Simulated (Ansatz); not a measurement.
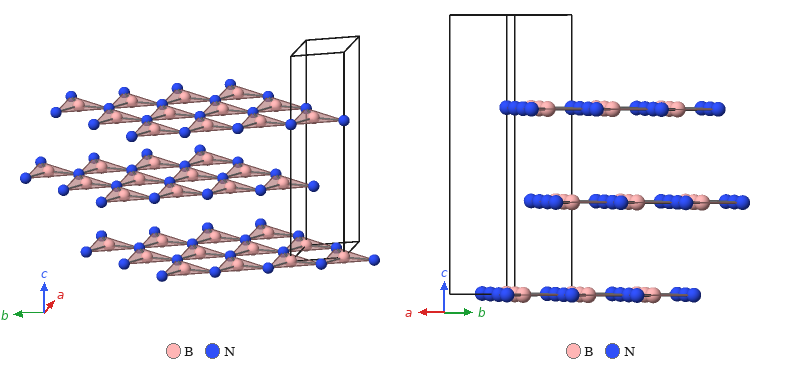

Polyhedra are drawn about B (bonds: B–N below 1.6 Å); other atoms are plain spheres. Two views of the same piece.

BN (space group R3m, No. 160). Coordinates: the input geometry of an electronic-structure calculation (not necessarily at equilibrium).

**What figure surrounds each B atom, and what does it share with the other drawn polyhedra?**

B: BN3 triangle, sharing corners with six neighbours.

**What is the connectivity of the polyhedra: isolated, groups, chains, layers or framework?**

They form layers of corner-sharing triangles parallel to (001).

**How far apart are the centres of linked polyhedra?**

Centre to centre across a shared corner: 2.51 Å.
